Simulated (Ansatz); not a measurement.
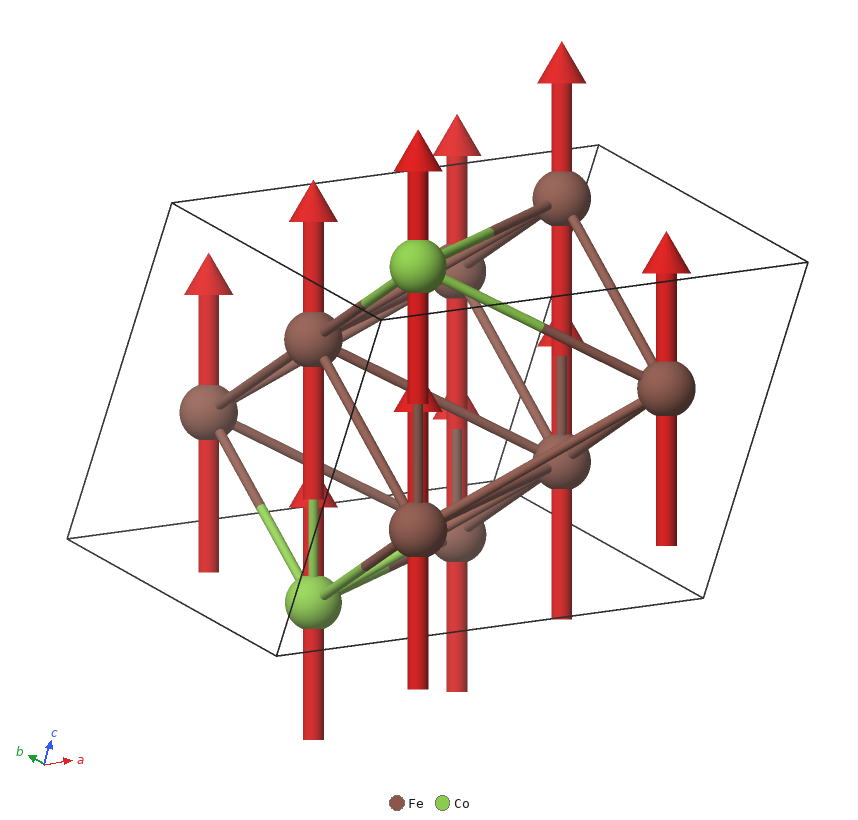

Ball-and-stick drawing of the structure, looking slightly off an axis. The simulation cell is drawn as a box. Arrows are the site magnetic moments above 0.25 μB; longer means larger, and red and blue are up and down (without spin-orbit coupling the axis itself is arbitrary).

This is the state reached for Fe5Co. The numbers come from DFT PBE, scalar-relativistic, plane waves, PAW in Ansatz 0.2.0, using wavefunction cutoff 420 eV, k-point mesh 8×9×9, Gaussian smearing of 0.1 eV, collinear spins.

Characterise the magnetic order.

Answer. Ferromagnetic (within this cell). Site moments: 5 Fe +2.5 to +2.6 μB and 1 Co +1.7 μB. The net spin moment of the whole cell is 14.4 μB.

Starting structure: a structure listed in the Materials Project, with elements exchanged, so it need not be a known form of the compound. What is shown is the relaxed result from DFT PBE, scalar-relativistic, plane waves, PAW in Ansatz.
